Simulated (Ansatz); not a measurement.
# HfO2 (P2_1/c), small polaron or free electron

Aim: find out whether an added electron stays on one Hf atom in HfO2 (P2_1/c) by distorting the lattice there, how its energy compares with the band edge, and how the answer depends on the level of theory. The model is a cell of 96 host atoms.

Main program and level: Ansatz 0.2.0; plane-wave PAW DFT, HSE06 form with 0.3 exact exchange; relaxation of all atoms of a supercell at fixed charge in a uniform background.

In doubt: the hybrid run may have settled on a false gap or state, so the values of those runs are not to be relied on.

## Step 1: Set-up

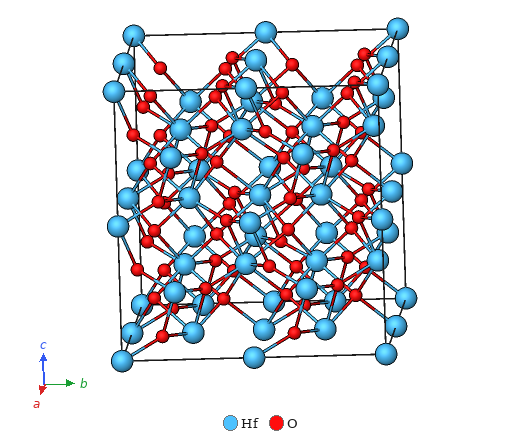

Start, viewed slightly off an axis; hafnium blue, oxygen red. Bonds to atoms that aren't drawn are left out. Some periodic images of atoms are drawn too.

The cell holds 96 atoms: 32 Hf and 64 O. Cell: a = 10.191 Å, b = 10.354 Å, c = 10.541 Å, α = 90.0°, β = 99.6°, γ = 90.0°. It derives from HfO2 (space group P2_1/c). Nearest the centre at fractional (0.638, 0.521, 0.604): Hf88 at 0.01 Å, O93 at 2.19 Å, O22 at 2.19 Å, O84 at 2.28 Å, O68 at 2.28 Å, O91 at 2.32 Å, O53 at 2.38 Å, O90 at 2.38 Å. The cell carries charge −1.

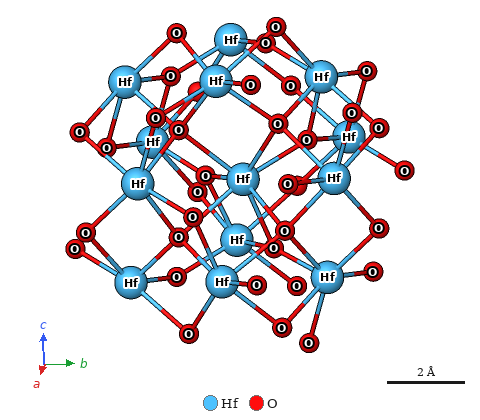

The atoms within 5 Å of the centre.

The host's dielectric constants go in as inputs: principal values (4.69, 5.06, 5.10) for the electrons alone, principal values (14.94, 18.82, 20.95) with the ions, computed on the host (DFPT, PBEsol).

The cell's shortest repeat is 10.2 Å.

The centre named in tables marks the trial (one Hf atom), and distances without another origin count from it. The distances above are those of the displaced start.

## Step 2: Relaxation with the electron, HSE06 (α = 0.3)

A share of exact exchange removes much of the self-interaction that would spread the carrier over the cell. The share of exact exchange was chosen, not fitted; 1/ε∞ of the host is 0.20. A carrier doesn't trap itself from the perfect lattice, where equivalent sites compete, so the atoms around the trial site start displaced and the spin starts there. The total moment is locked to that of one carrier.

Input file qm1_M1_trap.hrelax/input.yaml:

```yaml
crystal:
  lattice:
    - [10.19133002, 0.0, -0.00380785]
    - [0.0, 10.35404657, 0.0]
    - [-1.7567397, 0.0, 10.39395735]
  atoms:
    - { symbol: Hf, position: [0.138573, 0.228522, 0.354089] }
    - { symbol: Hf, position: [0.361427, 0.478522, 0.395911] }
[... 2 atom lines left out ...]
    - { symbol: O, position: [0.223567, 0.370909, 0.489995] }
[... 5 atom lines left out ...]
    - { symbol: O, position: [0.464384, 0.331335, 0.329556] }
[... 2 atom lines left out ...]
    - { symbol: Hf, position: [0.361427, 0.478522, 0.895911] }
    - { symbol: Hf, position: [0.361427, 0.271478, 0.645911] }
[... 6 atom lines left out ...]
    - { symbol: O, position: [0.45177, 0.410939, 0.577531] }
    - { symbol: O, position: [0.464384, 0.331335, 0.829556] }
[... 6 atom lines left out ...]
    - { symbol: O, position: [0.276433, 0.620909, 0.260005] }
[... 4 atom lines left out ...]
    - { symbol: O, position: [0.464384, 0.831335, 0.329556] }
    - { symbol: O, position: [0.035616, 0.581335, 0.420444] }
[... 2 atom lines left out ...]
    - { symbol: Hf, position: [0.361427, 0.771478, 0.645911] }
[... 2 atom lines left out ...]
    - { symbol: O, position: [0.276433, 0.620909, 0.760005] }
    - { symbol: O, position: [0.276433, 0.629091, 0.510005] }
[... 1 atom line left out ...]
    - { symbol: O, position: [0.035616, 0.668665, 0.670444] }
    - { symbol: O, position: [0.464384, 0.918665, 0.579556] }
    - { symbol: O, position: [0.464384, 0.831335, 0.829556] }
    - { symbol: O, position: [0.035616, 0.581335, 0.920444] }
    - { symbol: Hf, position: [0.638573, 0.228522, 0.354089] }
    - { symbol: Hf, position: [0.861427, 0.478522, 0.395911] }
[... 2 atom lines left out ...]
    - { symbol: O, position: [0.729305, 0.360864, 0.482301] }
[... 2 atom lines left out ...]
    - { symbol: O, position: [0.723567, 0.379091, 0.239995] }
[... 4 atom lines left out ...]
    - { symbol: Hf, position: [0.638573, 0.228522, 0.854089] }
    - { symbol: Hf, position: [0.861427, 0.478522, 0.895911] }
    - { symbol: Hf, position: [0.861427, 0.271478, 0.645911] }
[... 1 atom line left out ...]
    - { symbol: O, position: [0.723567, 0.370909, 0.989995] }
    - { symbol: O, position: [0.776433, 0.120909, 0.760005] }
    - { symbol: O, position: [0.776433, 0.129091, 0.510005] }
    - { symbol: O, position: [0.729624, 0.369143, 0.749522] }
    - { symbol: O, position: [0.535616, 0.168665, 0.670444] }
    - { symbol: O, position: [0.964384, 0.418665, 0.579556] }
    - { symbol: O, position: [0.964384, 0.331335, 0.829556] }
[... 1 atom line left out ...]
    - { symbol: Hf, position: [0.638573, 0.728522, 0.354089] }
[... 3 atom lines left out ...]
    - { symbol: O, position: [0.723567, 0.870909, 0.489995] }
    - { symbol: O, position: [0.776433, 0.620909, 0.260005] }
    - { symbol: O, position: [0.776433, 0.629091, 0.010005] }
[... 1 atom line left out ...]
    - { symbol: O, position: [0.535616, 0.668665, 0.170444] }
[... 2 atom lines left out ...]
    - { symbol: O, position: [0.528307, 0.585777, 0.407646] }
    - { symbol: Hf, position: [0.638573, 0.728522, 0.854089] }
[... 1 atom line left out ...]
    - { symbol: Hf, position: [0.861427, 0.771478, 0.645911] }
    - { symbol: Hf, position: [0.638573, 0.521478, 0.604089], spin: 1.0 }
[... 1 atom line left out ...]
    - { symbol: O, position: [0.785699, 0.627573, 0.770495] }
    - { symbol: O, position: [0.786002, 0.636528, 0.503466] }
    - { symbol: O, position: [0.723567, 0.879091, 0.739995] }
    - { symbol: O, position: [0.527958, 0.679289, 0.675541] }
[... 2 atom lines left out ...]
    - { symbol: O, position: [0.535616, 0.581335, 0.920444] }
  host:
    repeats: [2, 2, 2]
    atoms:
      - { symbol: Hf, position: [0.277146, 0.457045, 0.708178] }
      - { symbol: Hf, position: [0.722854, 0.957045, 0.791822] }
      # ... 10 more atoms of the perfect host
total_charge: -1
basis:
  ecutwfc: 420
  xc_grid: 2
hamiltonian:
  xc: { preset: hse06, exx: 0.3 }
kpoints:
  mp_grid: { grid: [1, 1, 1] }
magnetization:
  spin_polarized: true
  initial_magnetization: 1
  spin_locking: { lock_magnetization: hard }
scf:
  occupations: { method: fixed }
  max_iter: 100
output:
  forces: true
  charged_corrections:
    epsilon: [[5.04, 0.0, 0.14], [0.0, 5.06, 0.0], [0.14, 0.0, 4.75]]
    static_epsilon: [[20.63, 0.0, 1.36], [0.0, 18.82, 0.0], [1.36, 0.0, 15.26]]
    defect_position: [0.638068, 0.520968, 0.603954]
relax:
  f_tol: 0.03
  max_steps: 45
  random_displacement: { amplitude: 0.02, seed: 9979 }
checkpoint:
  write: "../qm1_M1_trap.hrelax.run"
  compress: false
  write_wavefunctions: true
  write_every: 100000
```

Run with:

```sh
ansatz run input.yaml --threads 10 --pin off --max-ram 65945MiB --backend cuda --events-out ev --progress --plain --runs-dir out
```

Numbers of over 12 decimals in the logs are rounded to 6 here.

Output:

```text
[... repeated set-up lines and file paths are left out, and long positions are rounded to six places ...]
exact exchange: scf.exx.singularity resolves to wigner_seitz, which cuts the screened interaction at the faces of the exchange supercell's Wigner-Seitz cell, so that each pair interacts once, at the shortest of its separations (the periodic images that this [...]
Engine: ansatz 0.2.0, x86_64-unknown-linux-gnu
Pseudopotentials: kind: paw
Pseudopotential: Hf, paw, valence charge 26, recommended cutoff 420 eV (normal), Hf.paw.azcp
Pseudopotential: O, paw, valence charge 6, recommended cutoff 420 eV (normal), O.paw.azcp
Functional definition: unnamed
  parameter a_1 = 0.3
  parameter omega_1 = 0.207870/angstrom
  exchange = pbe_x + (-a_1)*pbe_x_sr(omega_1) + a_1*exact_x_sr(omega_1)
  correlation = pbe_c
davidson cushion auto → on  (no smearing: the cushion is to keep the highest requested band from converging to the state above it; pin scf.eigensolver.cushion to override)
device memory: the entry about to start is reckoned to put 7.6 GiB on a device that reports 78.6 GiB free
GPU FFT provider: cuFFT
GPU libraries: cuBLAS 13.8.2, cuFFT 12.4.0, cuSOLVER 12.3.4
Crystal: 96 atoms, lattice volume = 1096.717 Å³
Basis set: ecut = 420 eV, 21483 PW (Γ), exchange–correlation on 144×144×144 points (8 copies of the dense FFT grid, shifted against one another)
Bands: 731, of which v1, the nominal top of the filled ones, is band 609 counted from 1 (608 counted from 0)
Symmetry: 1 space group operations
k-points: 1
Non-local potential: Hf, projectors of the file, l = 0: 3, l = 1: 2, l = 2: 2, l = 3: 3
Non-local potential: O, projectors of the file, l = 0: 2, l = 1: 2, l = 2: 1
PAW form: soft (Blöchl's): semilocal exchange-correlation on the pseudo side does not see the compensation charge
PAW frozen core: Hf, regenerated for the run's functional, and the local potential with it (the file was generated under x = pbe(κ = 0.804, μ = 0.219515), c = pbe(β = 0.066725))
PAW frozen core: O, regenerated for the run's functional, and the local potential with it (the file was generated under x = pbe(κ = 0.804, μ = 0.219515), c = pbe(β = 0.066725))
PAW one-centre angular grid: Hf, 590 points (default); XC on 64 Gauss nodes
PAW one-centre angular grid: O, 110 points (default); XC on 96 Gauss nodes
Initial density: superposition of atomic densities (chi_scale 0.1, normalization cell, long waves kept (reshape's long-wave potential 0.11 eV rms))
Starting moments: Σ|m| = 1 μB on 1 of 96 sites
Initial wavefunctions: pseudopotential atomic-orbital guess
GPU buffer pool allocated for 373248 grid points (all kernels)
GPU transforms: local potential and band sums: pruned to the plane-wave sphere, on 72×72×72
Functional: x = pbe(κ = 0.804, μ = 0.219515), c = pbe(β = 0.066725), warm-up for x = pbe(κ = 0.804, μ = 0.219515) + 0.3 (exact − pbe) at short range (hse, ω = 0.207870 Å⁻¹), c = pbe(β = 0.066725)
iter 1 solved again at ethr=4.88e-3 eV; its pass at ethr=1.00e-1 eV (dr2=5.94e1 eV) is discarded
SCF iter   1: F=—  HF=-539569.709897 eV  |F-HF|=—  |Δ(HF+E_count)|=         —  Δρ=4.19e-2 (↑4.04e-2 ↓4.19e-2)  dr2=6.09e1  dr2_m=8.10e-1  M=1.000 μB ∫|m|=1.037 μB  β_m=0.30  ethr=4.88e-3  ⟨swp⟩=8.0  Hψ=9516  notcnv=0  reapply=2
preconditioner: auto → none  [insulator: Δε(μ)=0.182 eV  Ē_g=18.879 eV  n_scr=410 (ndim 8)  ℏωp=38.1 eV  f_vac=0.007]
SCF iter   2: F=—  HF=-539554.059933 eV  |F-HF|=—  |Δ(HF+E_count)|=    1.56e1  Δρ=2.36e-2 (↑2.35e-2 ↓2.36e-2)  dr2=1.70e1  dr2_m=4.96e-1  M=1.000 μB ∫|m|=1.051 μB  β_m=0.40  ethr=4.88e-3  ⟨swp⟩=3.0  Hψ=3464  notcnv=0
SCF iter   3: F=—  HF=-539553.254662 eV  |F-HF|=—  |Δ(HF+E_count)|=   8.05e-1  Δρ=1.45e-2 (↑1.45e-2 ↓1.33e-2)  dr2=1.04e1  dr2_m=1.71e-1  M=1.000 μB ∫|m|=1.085 μB  β_m=0.38  ethr=1.39e-3  ⟨swp⟩=4.0  Hψ=3869  notcnv=0
SCF iter   4: F=—  HF=-539552.479179 eV  |F-HF|=—  |Δ(HF+E_count)|=   7.75e-1  Δρ=8.46e-3 (↑8.46e-3 ↓6.57e-3)  dr2=3.34e0  dr2_m=8.15e-2  M=1.000 μB ∫|m|=1.091 μB  β_m=0.34  ethr=8.53e-4  ⟨swp⟩=3.0  Hψ=3501  notcnv=0
iter 5 solved again at ethr=2.33e-5 eV; its pass at ethr=2.74e-4 eV (dr2=2.83e-1 eV) is discarded
SCF iter   5: F=—  HF=-539552.297829 eV  |F-HF|=—  |Δ(HF+E_count)|=   1.81e-1  Δρ=3.94e-3 (↑3.94e-3 ↓3.40e-3)  dr2=2.87e-1  dr2_m=1.59e-2  M=1.000 μB ∫|m|=1.090 μB  β_m=0.45  ethr=2.33e-5  ⟨swp⟩=2.5  Hψ=6610  notcnv=0
SCF iter   6: F=—  HF=-539552.428239 eV  |F-HF|=—  |Δ(HF+E_count)|=   1.30e-1  Δρ=1.74e-3 (↑1.74e-3 ↓1.71e-3)  dr2=1.84e-1  dr2_m=1.73e-3  M=1.000 μB ∫|m|=1.103 μB  β_m=0.42  ethr=2.33e-5  ⟨swp⟩=3.0  Hψ=3622  notcnv=0
SCF iter   7: F=—  HF=-539552.421642 eV  |F-HF|=—  |Δ(HF+E_count)|=   6.60e-3  Δρ=7.52e-4 (↑7.52e-4 ↓6.14e-4)  dr2=3.89e-2  dr2_m=4.35e-4  M=1.000 μB ∫|m|=1.109 μB  β_m=0.40  ethr=1.51e-5  ⟨swp⟩=3.0  Hψ=3519  notcnv=0
SCF iter   8: F=—  HF=-539552.416910 eV  |F-HF|=—  |Δ(HF+E_count)|=   4.73e-3  Δρ=2.19e-4 (↑2.19e-4 ↓2.06e-4)  dr2=2.09e-3  dr2_m=7.32e-5  M=1.000 μB ∫|m|=1.112 μB  β_m=0.37  ethr=3.20e-6  ⟨swp⟩=3.0  Hψ=3464  notcnv=0
SCF iter   9: F=—  HF=-539552.419053 eV  |F-HF|=—  |Δ(HF+E_count)|=   2.14e-3  Δρ=1.38e-4 (↑1.38e-4 ↓1.06e-4)  dr2=3.54e-4  dr2_m=5.80e-5  M=1.000 μB ∫|m|=1.113 μB  β_m=0.42  ethr=1.72e-7  ⟨swp⟩=3.5  Hψ=3768  notcnv=0
SCF iter  10: F=—  HF=-539552.419096 eV  |F-HF|=—  |Δ(HF+E_count)|=   4.27e-5  Δρ=6.20e-5 (↑6.10e-5 ↓6.20e-5)  dr2=6.83e-5  dr2_m=1.63e-5  M=1.000 μB ∫|m|=1.114 μB  β_m=0.44  ethr=2.91e-8  ⟨swp⟩=3.5  Hψ=3527  notcnv=0
SCF iter  11: F=—  HF=-539552.419124 eV  |F-HF|=—  |Δ(HF+E_count)|=   2.85e-5  Δρ=4.21e-5 (↑4.21e-5 ↓2.83e-5)  dr2=2.39e-5  dr2_m=7.91e-6  M=1.000 μB ∫|m|=1.114 μB  β_m=0.45  ethr=5.61e-9  ⟨swp⟩=3.5  Hψ=3892  notcnv=0
SCF iter  12: F=—  HF=-539552.419134 eV  |F-HF|=—  |Δ(HF+E_count)|=   1.02e-5  Δρ=2.60e-5 (↑2.60e-5 ↓1.34e-5)  dr2=6.24e-6  dr2_m=2.81e-6  M=1.000 μB ∫|m|=1.115 μB  β_m=0.50  ethr=1.96e-9  ⟨swp⟩=4.0  Hψ=3793  notcnv=0
SCF iter  13: F=—  HF=-539552.419140 eV  |F-HF|=—  |Δ(HF+E_count)|=   5.64e-6  Δρ=1.78e-5 (↑1.78e-5 ↓9.57e-6)  dr2=7.36e-6  dr2_m=1.13e-6  M=1.000 μB ∫|m|=1.115 μB  β_m=0.47  ethr=5.12e-10  ⟨swp⟩=4.0  Hψ=3941  notcnv=0
SCF iter  14: F=—  HF=-539552.419141 eV  |F-HF|=—  |Δ(HF+E_count)|=   1.32e-6  Δρ=1.02e-5 (↑1.02e-5 ↓4.62e-6)  dr2=3.31e-6  dr2_m=2.67e-7  M=1.000 μB ∫|m|=1.115 μB  β_m=0.42  ethr=5.12e-10  ⟨swp⟩=4.0  Hψ=3872  notcnv=0
SCF iter  15: F=—  HF=-539552.419141 eV  |F-HF|=—  |Δ(HF+E_count)|=   6.09e-8  Δρ=5.86e-6 (↑5.86e-6 ↓2.60e-6)  dr2=4.20e-7  dr2_m=1.06e-7  M=1.000 μB ∫|m|=1.115 μB  β_m=0.42  ethr=2.72e-10  ⟨swp⟩=3.0  Hψ=3471  notcnv=0
[...]
SCF iter   5: F=—  HF=-539562.826743 eV  |F-HF|=—  |Δ(HF+E_count)|=   2.24e-8  Δρ=1.13e-6 (↑1.13e-6 ↓1.01e-6)  dr2=2.52e-8  dr2_m=3.53e-9  M=1.000 μB ∫|m|=1.229 μB  β_m=0.53  ethr=1.09e-11  ⟨swp⟩=9.0  Hψ=3635  notcnv=0  defer=1
SCF iter   6: F=—  HF=-539562.826743 eV  |F-HF|=—  |Δ(HF+E_count)|=    0.00e0  Δρ=5.29e-7 (↑5.29e-7 ↓4.76e-7)  dr2=6.59e-9  dr2_m=1.33e-9  M=1.000 μB ∫|m|=1.229 μB  β_m=0.54  ethr=1.10e-11 (applied; sched 1.95e-12)  ⟨swp⟩=9.0  Hψ=3429  notcnv=0  defer=1
SCF iter   7: F=-539562.826743 eV  HF=-539562.826743 eV  |F-HF|=6.98e-10  |Δ(HF+E_count)|=  2.33e-10  Δρ=3.07e-7 (↑3.07e-7 ↓2.50e-7)  dr2=1.10e-9  dr2_m=5.11e-10  M=1.000 μB ∫|m|=1.229 μB  ethr=1.08e-11 (applied; sched 1.00e-12)  ⟨swp⟩=9.5  Hψ=3406  notcnv=0
SCF 21 converged in 7 iterations: F = -539562.826743 eV  dr2 = 1.10e-9
  Residual-converged pass: ⟨swp⟩=3.0  Hψ=3002  notcnv=0  max |occ|·‖R‖ = 8.9e-7 eV (tolerance 9.4e-7 eV)  dr2=1.15e-9  dr2_m=5.18e-10  dr2_onsite=2.09e-10  max |Δocc| = 0.0e0
hybrid outer 2: dexx = +2.016e-5 eV, tail = 4.38e-6 eV, Δε = 5.24e-4 eV (about 5.21e-5 eV left of the loop's levels), ΔF = 6.02e-2 eV/Å (tail 1.15e-1)
SCF iter   1: F=—  HF=-539562.826735 eV  |F-HF|=—  |Δ(HF+E_count)|=         —  Δρ=1.89e-6 (↑1.89e-6 ↓1.83e-6)  dr2=1.89e-7  dr2_m=1.20e-9  M=1.000 μB ∫|m|=1.229 μB  β_m=0.30  ethr=1.80e-9  ⟨swp⟩=8.0  Hψ=3331  notcnv=0
SCF iter   2: F=—  HF=-539562.826735 eV  |F-HF|=—  |Δ(HF+E_count)|=   5.96e-8  Δρ=1.38e-6 (↑1.38e-6 ↓1.32e-6)  dr2=7.80e-8  dr2_m=9.48e-10  M=1.000 μB ∫|m|=1.229 μB  β_m=0.46  ethr=1.34e-11  ⟨swp⟩=9.0  Hψ=3740  notcnv=0  defer=1
SCF iter   3: F=—  HF=-539562.826735 eV  |F-HF|=—  |Δ(HF+E_count)|=   3.25e-8  Δρ=4.67e-7 (↑4.67e-7 ↓4.66e-7)  dr2=1.00e-8  dr2_m=2.46e-10  M=1.000 μB ∫|m|=1.229 μB  β_m=0.47  ethr=1.04e-11 (applied; sched 6.36e-12)  ⟨swp⟩=8.0  Hψ=3677  notcnv=0  defer=6
SCF iter   4: F=-539562.826735 eV  HF=-539562.826735 eV  |F-HF|=1.05e-9  |Δ(HF+E_count)|=   2.33e-9  Δρ=2.20e-7 (↑2.20e-7 ↓2.10e-7)  dr2=1.29e-9  dr2_m=1.56e-10  M=1.000 μB ∫|m|=1.229 μB  ethr=1.06e-11 (applied; sched 1.00e-12)  ⟨swp⟩=9.5  Hψ=3357  notcnv=0
SCF 22 converged in 4 iterations: F = -539562.826735 eV  dr2 = 1.29e-9
  Residual-converged pass: ⟨swp⟩=3.0  Hψ=3049  notcnv=0  max |occ|·‖R‖ = 8.8e-7 eV (tolerance 9.4e-7 eV)  dr2=1.35e-9  dr2_m=1.60e-10  dr2_onsite=3.25e-10  max |Δocc| = 0.0e0
hybrid outer 3: dexx = +8.208e-8 eV, tail = 1.04e-8 eV, Δε = 8.16e-6 eV (about 7.47e-7 eV left of the loop's levels), ΔF = 9.51e-3 eV/Å (tail 4.99e-3)
the filled states extend beyond the cell (their overlap across the Brillouin zone is 0.001, against 0 in a metal and nearly 1 for localised states). With one k-point a hybrid's gap, moments and forces can then be wrong. [...]
this state was not tested for a lower state beside it, because the functional holds exact exchange (a hybrid, or Hartree-Fock), whose exchange loop this test does not read (fock_operator); [...]
relax step   6: F+E_penalty+E_count = -539562.82673523 eV  Δ(F+E_penalty+E_count) = -1.999e-3 eV  max|allowed force component| = 1.638e-2 eV/Å  Δτ_max = 0.0089 Å  (16 SCF iters, accepted)
hybrid SCF converged: 3 outer / 16 inner (+0 warm-up), last move |dexx| = 8.21e-8 eV, tail = 1.04e-8 eV
Magnetization: 1.0000 μB (609.0000 up, 608.0000 down)
Absolute magnetization: 1.2507 μB (∫|ρ↑−ρ↓|, with the PAW one-centre terms)
Spin contamination: 0.0008 ħ² per cell (⟨S²⟩ above its minimum at these occupations)
Per-site moments (μB) at R_I (Å): [(0.00977167, 0.843010), (0.00971125, 0.843012), (0.00974758, 0.843120), [... 93 left out ...]
Free energy (F): -539562.826735 eV
Harris-Foulkes:  -539562.826735 eV  (|F-HF|=1.05e-9)
Internal energy: -539562.826735 eV  (E = F + TS)
E sigma→0 (E₀):  -539562.826735 eV
Fermi energy:    18.757011 (↑ 18.757011, ↓ 12.990336) eV
--- Per-component energies (eV) ---
  E_band       = -3456.371422
  E_kinetic    = 24706.311442
  E_local      = -195569.060853  (includes V_loc(G=0)·N_el)
  E_nonlocal   = -37359.126261
  E_hartree    = 89527.115490
  E_xc         = -10770.066601
  E_vxc        = -10908.309716  (∫ρ·V_xc dr)
  E_exx        = -5945.671738  (= α·E_x^exact, valence–valence)
  E_paw        = -228912.342539  (= ΣΔE_a)
  E_vpaw       = 48510.768767  (= ΣTr[D̂ρ^β])
  E_aug_tail   = 0.157408  (compensation charges beyond the density's cutoff)
  E_ewald      = -175281.889666
  E_core_change = 41.746581  (= ΣΔE_core)
  E_smearing   = -0.000000  (= −TS)
  E_closure    = 0.000001  (closes the sum)
  E_deformation_potential = -23.568884  (in the stress; not in F)
  Σ components = -539562.826735   (vs F -539562.826735, Δ=0.00e0)
--- Forces (eV/Å), atoms counted from 1 ---
  atom   1  Hf    -0.00199540     0.00249506     0.00408488
  atom   2  Hf    -0.00088150     0.00362187    -0.00379137
  [... 19 atoms left out ...]
  atom  22  O     -0.00252586    -0.00531264     0.00124865
  [... 30 atoms left out ...]
  atom  53  O      0.00119560     0.00415160    -0.00136146
  [... 14 atoms left out ...]
  atom  68  O      0.00116265    -0.00318601    -0.00613116
  [... 4 atoms left out ...]
  atom  73  Hf     0.00423594    -0.00702617    -0.00824712
  [... 10 atoms left out ...]
  atom  84  O      0.00144389     0.00343358     0.00273757
  [... 3 atoms left out ...]
  atom  88  Hf    -0.00191288     0.00317714     0.00624899
  [... 1 atom left out ...]
  atom  90  O      0.00467450     0.00594277    -0.01638197
  atom  91  O     -0.00771965    -0.00569164     0.01007896
  [... 1 atom left out ...]
  atom  93  O     -0.00235965    -0.00146096    -0.00770247
  [... 3 atoms left out ...]
  max |Σ_I F_I| component: 2.66e-4 eV/Å
--- Charged-cell corrections in eV (Makov–Payne, q = -1.000 e, ε = [[20.630, 0.000, 1.360], [0.000, 18.820, 0.000], [1.360, 0.000, 15.260]]) ---
  F (periodic)     = -539562.826735  (uncorrected; the corrections below are reported, never added to it)
  E_corr1          = +0.108985  (monopole, q²α_M/2ε̄L, of the cell on which ε is isotropic)
  F Makov-Payne    = -539562.717750  (F + E_corr1; no measured alignment; for a localised charge, not one spread in a band: unchecked)
  no potential alignment in this run, which stands beside a crystal: run the host's input off ansatz write-host-input, and read the two finished runs by ansatz place-levels (neither reads a slab, a wire or a sheet, whose cell leaves a vacuum)
--- Band table (eV) ---
  k-point 0 ↑: bands = ["-50.4183", "-50.4076", "-50.4071", "-50.4069", [... 656 left out ...] "21.3980", "21.3980", "21.4231", "21.4232"]
  k-point 0 ↓: bands = ["-50.4046", "-50.3938", "-50.3933", "-50.3931", [... 656 left out ...] "21.4474", "21.4475", "21.4910", "21.4911"]
  guard bands above this table: 67 of the run's 731 bands. The solve was not asked for them (output.publish_guard_bands: true or output.eigenvalues: true publishes all)
--- Relaxed structure (6 steps of the walk, 6 accepted, 0 SCFs on fresh bases) ---
  F+E_penalty+E_count = -539562.82673523 eV   max|allowed force component| = 1.638e-2 eV/Å
  atoms:
    - { symbol: Hf, position: [0.138305, 0.229065, 0.353425] }
    - { symbol: Hf, position: [0.361526, 0.479071, 0.396298] }
    [... 19 atoms left out ...]
    - { symbol: O, position: [0.464014, 0.418555, 0.579014] }
    [... 30 atoms left out ...]
    - { symbol: O, position: [0.723610, 0.370593, 0.489635] }
    [... 14 atoms left out ...]
    - { symbol: O, position: [0.723625, 0.379291, 0.739654] }
    [... 4 atoms left out ...]
    - { symbol: Hf, position: [0.638307, 0.729069, 0.353387] }
    [... 10 atoms left out ...]
    - { symbol: O, position: [0.535878, 0.581401, 0.420651] }
    [... 3 atoms left out ...]
    - { symbol: Hf, position: [0.638327, 0.520879, 0.603385] }
    [... 1 atom left out ...]
    - { symbol: O, position: [0.776188, 0.620605, 0.760140] }
    - { symbol: O, position: [0.776288, 0.629308, 0.509990] }
    [... 1 atom left out ...]
    - { symbol: O, position: [0.535858, 0.668527, 0.670685] }
    [... 3 atoms left out ...]
```

The job ended after 82 s (1 × NVIDIA H100 80GB HBM3 with 10 threads of AMD EPYC 7R13 (Zen 3), shared host; peak memory 2.9 GiB).

(Continued in part 2 of 2.)

[Logs are printed without paths, hosts, clocks, repeated set-up lines and the standing remarks that a program may print on its own settings, such as how far it seeks lower states.]

[Hosts, paths, dates, database ids (printed as entryN), source tags and the programs' standing remarks are cut or masked in the printed files.]

[For some hosts the program warned that the k-mesh of the response run may be too coarse for force constants and the static dielectric constant; such warnings are not shown here.]
